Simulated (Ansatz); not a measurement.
Single-point calculation of Al16O25 (charge −1) (part 1 of 3)

- system: Al16O25 (defect cell, 41 atoms in the cell, total charge −1)
- method: DFT PBE, scalar-relativistic, plane waves, PAW, spin-polarised (Ansatz 0.2.0)

The structure derives from an entry of the Crystallography Open Database.

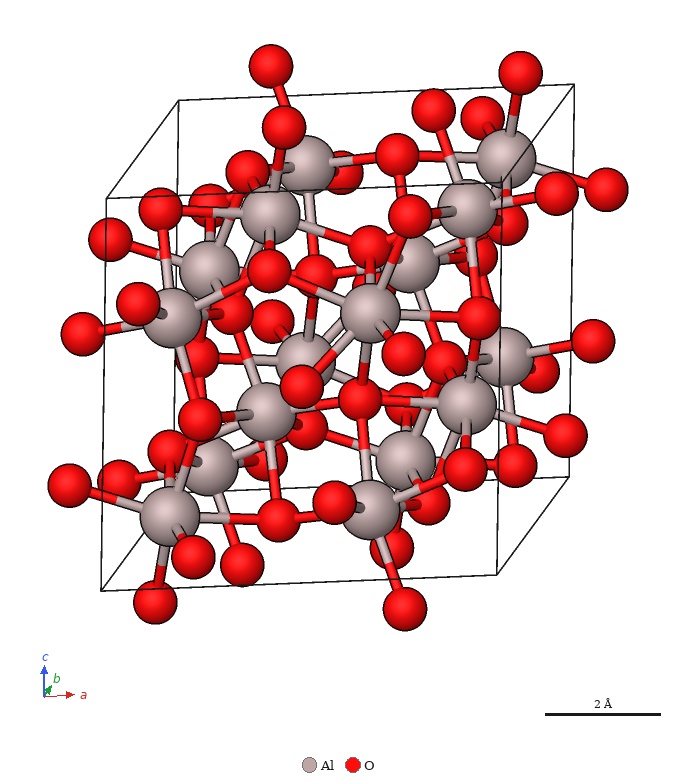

**Figure 1.** The input geometry (ball-and-stick view of the cell of the calculation, seen slightly off an axis; bonded neighbours outside the cell are drawn too). An atom can appear more than once, as a periodic image.

Results in brief

| quantity | value |
| --- | --- |
| outcome | converged |
| electrons treated | 199 |
| free energy | −22826.5767 eV |
| Fermi energy | 11.726 eV |
| gap on the k-point mesh | 0.33 eV |
| net moment of the cell | 1.00 μB |
| integrated absolute moment | 1.08 μB |
| largest force (length of the vector) | 2.320 eV/Å |
| hardware | 4 threads of Arm Neoverse V2, 24 GiB of memory available, shared host |
| wall time | 4.2 min (CPU time 16 min) |
| peak memory | 1.8 GiB |

The cell is charged and computed with a neutralising background, so its energy and pressure depend on the cell and aren't those of a real crystal.

The input
```yaml
crystal:
  lattice:
    - [-4.7605, -2.748476, 4.331867]
    - [4.7605, -2.748476, 4.331867]
    - [0.0, 5.496952, 4.331867]
  atoms:
    - { symbol: Al, position: [0.3482384254, 0.3568321407, 0.3510715688] }
    - { symbol: Al, position: [0.8586079522, 0.8500883358, 0.3473698673] }
    - { symbol: Al, position: [0.8508950787, 0.3491321694, 0.8500833917] }
    - { symbol: Al, position: [0.3518760512, 0.8464714877, 0.8578072102] }
    - { symbol: Al, position: [0.1451457258, 0.1482536512, 0.1468433666] }
    - { symbol: Al, position: [0.6500454339, 0.6458402684, 0.1442754149] }
    - { symbol: Al, position: [0.6458371058, 0.1440796203, 0.645042011], spin: 0.2 }
    - { symbol: Al, position: [0.1476555337, 0.6433871831, 0.6491950744] }
    - { symbol: Al, position: [0.6498378651, 0.1516620243, 0.1422886078] }
    - { symbol: Al, position: [0.1508567181, 0.6490510129, 0.150044403] }
    - { symbol: Al, position: [0.1431200802, 0.1480527306, 0.6526911646] }
    - { symbol: Al, position: [0.6535049948, 0.641304322, 0.6489944403] }
    - { symbol: Al, position: [0.8540801481, 0.3547730456, 0.3508692052] }
    - { symbol: Al, position: [0.355965607, 0.8541074653, 0.355090264], spin: 0.2 }
    - { symbol: Al, position: [0.3516628332, 0.3522850478, 0.855804513] }
    - { symbol: Al, position: [0.856581295, 0.8498736735, 0.8532641707] }
    - { symbol: O, position: [0.0958746389, 0.4069536351, 0.2490417823] }
    - { symbol: O, position: [0.6051607885, 0.9005278854, 0.225329343], spin: 0.11 }
    - { symbol: O, position: [0.596640603, 0.3987474418, 0.751181555] }
    - { symbol: O, position: [0.1022284061, 0.899932141, 0.7518194549] }
    - { symbol: O, position: [0.2262159747, 0.1033720514, 0.4015360717], spin: 0.11 }
    - { symbol: O, position: [0.7526843626, 0.6004638565, 0.4008763199] }
    - { symbol: O, position: [0.7520552719, 0.0948469786, 0.8997195011] }
    - { symbol: O, position: [0.2498294213, 0.5940896938, 0.9079327366] }
    - { symbol: O, position: [0.4017160364, 0.2508763078, 0.1014498403] }
    - { symbol: O, position: [0.9087577816, 0.748032777, 0.0950343393] }
    - { symbol: O, position: [0.9005566663, 0.2502374742, 0.5958327021] }
    - { symbol: O, position: [0.402330146, 0.7243949535, 0.6043573321], spin: 0.11 }
    - { symbol: O, position: [0.8994929713, 0.0982205616, 0.2482593705] }
    - { symbol: O, position: [0.4051029316, 0.5993830461, 0.2488863023] }
    - { symbol: O, position: [0.3965713693, 0.0975939824, 0.7748166897], spin: 0.11 }
    - { symbol: O, position: [0.9058533967, 0.5912286469, 0.7510257436] }
    - { symbol: O, position: [0.7519073366, 0.4040663822, 0.0921499038] }
    - { symbol: O, position: [0.2497034493, 0.9033051604, 0.100367116] }
    - { symbol: O, position: [0.2490565153, 0.3976666651, 0.5992063372] }
    - { symbol: O, position: [0.7755029561, 0.8947701123, 0.5985218651], spin: 0.11 }
    - { symbol: O, position: [0.5994019283, 0.2737418022, 0.3956658271], spin: 0.11 }
    - { symbol: O, position: [0.1011740794, 0.7479395959, 0.4042567298] }
    - { symbol: O, position: [0.092981392, 0.2501215839, 0.9050573962] }
    - { symbol: O, position: [0.6000219199, 0.7472528864, 0.8986110371] }
    - { symbol: O, position: [0.5008902991, -0.0008938979, 0.500116969], spin: 1.06 }
magnetization:
  spin_polarized: true
total_charge: -1
basis:
  ecutwfc: 420
  fft_grid_basis: typed
kpoints:
  mp_grid: { grid: [3, 3, 3] }
hamiltonian:
  xc: pbe
  pseudopotentials: { kind: paw }
scf:
  occupations: { method: gaussian, width: 0.05 }
output:
  forces: true
  stress: false
  eigenvalues: true
  bader: true
  write_density: true
  volumetric_format: npy
  populations: true
```

Launched with:
```bash
ansatz run input.yaml --threads 4 --pin off --max-ram 10240MiB --backend cpu --events-out ev --progress --plain --runs-dir out
```

Output
```
Engine: ansatz 0.2.0, aarch64-unknown-linux-gnu
Pseudopotentials: kind: paw
Pseudopotential: Al, paw, valence charge 3, recommended cutoff 420 eV (normal), Al.paw.azcp
Pseudopotential: O, paw, valence charge 6, recommended cutoff 420 eV (normal), O.paw.azcp
Functional definition: PBE
  parameter kappa = 0.804
  parameter beta = 0.06672455060314922
  exchange = pbe_x(kappa = kappa, mu = beta*pi^2/3)
  correlation = pbe_c(beta = beta)
Crystal: 41 atoms, lattice volume = 340.072 Å³
Basis set: ecut = 420 eV, 6681 PW (Γ), exchange–correlation on 96×96×96 points (8 copies of the dense FFT grid, shifted against one another)
Bands: 142, of which v1, the nominal top of the filled ones, is band 100 counted from 1 (99 counted from 0)
Symmetry: 1 space group operations
Space group: P1 (ITA 1), of the structure as read, at distance tolerance 7.0e-5 Å
Magnetic group: BNS 1.1 (UNI 1), of the structure as read, at distance tolerance 7.0e-5 Å
k-points: 14 of 27 (time reversal used)
Non-local potential: Al, projectors of the file, l = 0: 2, l = 1: 2, l = 2: 1
Non-local potential: O, projectors of the file, l = 0: 2, l = 1: 2, l = 2: 1
PAW form: soft (Blöchl's): semilocal exchange-correlation on the pseudo side does not see the compensation charge
PAW one-centre angular grid: Al, 110 points (default); XC on 64 Gauss nodes
PAW one-centre angular grid: O, 110 points (default); XC on 64 Gauss nodes
Initial density: superposition of atomic densities (chi_scale 0.1, normalization cell, long waves kept (reshape's long-wave potential 0.12 eV rms))
Starting moments: Σ|m| = 2.12 μB on 9 of 41 sites
Initial wavefunctions: pseudopotential atomic-orbital guess
Functional: x = pbe(κ = 0.804, μ = 0.2195149727645171), c = pbe(β = 0.06672455060314922)
```
